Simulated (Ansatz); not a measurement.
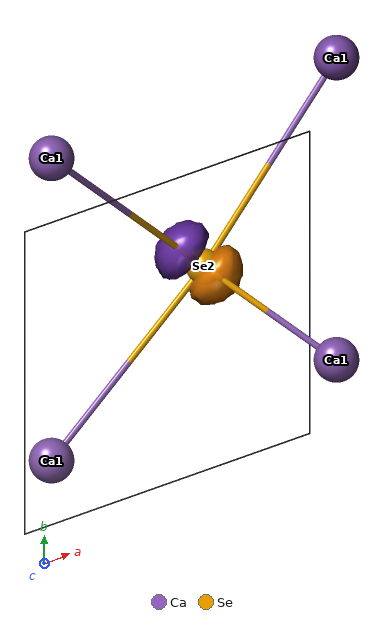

CaSe: one atom of the 2-atom cell (and its periodic copies) was moved a little. Density after less density before, orange at +4 and purple at −4 e/Å³, seen along the c axis; cell a = 4.18 Å, b = 4.18 Å, c = 4.18 Å, α = 60.00°, β = 60.00°, γ = 60.00°. The lobes lie largely inside the PAW sphere, where the density is a smoothed one.

Space group Fm-3m.

These are results of DFT PBE, scalar-relativistic, plane waves, PAW (Ansatz 0.2.0), not measurements.

Find the displaced atom and its direction.

Se2 moved towards the orange lobe, down and to the right in the picture. In the run the shift was 0.15 Å roughly along [1 −1 0] in the axes of the cell drawn.

What restoring force does the calculation give for this move?

The force on it changes by 0.48 eV/Å along the move, against it: a stiffness of about 3.2 eV/Å² for this sublattice shift.
